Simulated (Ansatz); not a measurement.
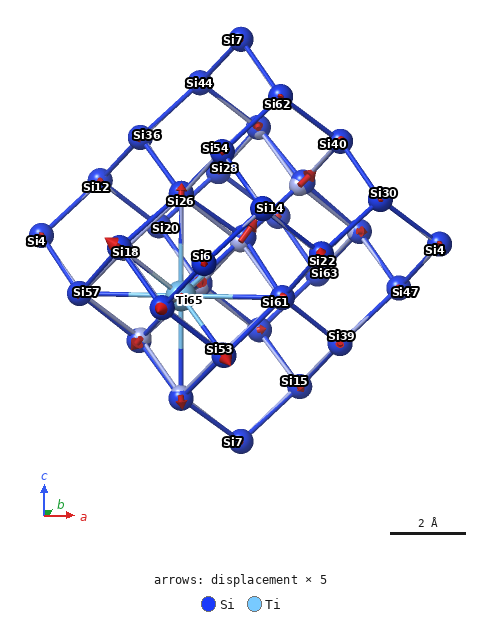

This is a relaxation of a defect cell of composition Si$_{64}$Ti (cell charge +4). The starting structure is drawn faded, the final one solid; red arrows show the displacements, magnified 5 times.

A ball-and-stick model of the atoms within 5.8 Å of the atom that moves most (axes of the cell of the calculation (origin shifted)), seen slightly off an axis.

Method: DFT, PBEsol, PAW, plane waves in Ansatz. (plane-wave cutoff 420 eV; k-point mesh 1 × 1 × 1; mesh shifted by (0.25, 0.25, 0.25); collinear spin; atoms relaxed in a fixed cell; force threshold 0.03 eV/Å; at most 80 steps)

> Atoms of which element are displaced furthest, and by how much?

Silicon: up to 0.16 Å, against 0.02 Å for titanium.

> What happened in the run?

The energy falls by 1.173 eV per cell of the calculation in 3 geometry steps. The largest force component goes from 1.6 to 0.017 eV/Å. The atom that moves furthest is a Si atom (0.16 Å along [2 2 3]). Largest moves by element: Si 0.16 Å, Ti 0.02 Å. The lattice vectors keep their values. Some distances before and after: Si–Ti 2.346 → 2.511 Å, Si–Si 2.283 → 2.408 Å, Si–Si 2.307 → 2.428 Å, Si–Ti 2.341 → 2.461 Å. Among the angles between lasting bonds that change: Si–Si–Si 109.2° → 113.6°, Si–Si–Si 107.5° → 111.8°, Si–Si–Si 110.6° → 106.4°. The program noted that the starting moments weren't kept. Cost: 5.3 s on 1 × NVIDIA GB200 with 8 threads of Arm Neoverse-V2, peak memory 1.9 GiB.

Limits of the set-up: the cell is charged, on a uniform background, and energies carry no finite-size correction.
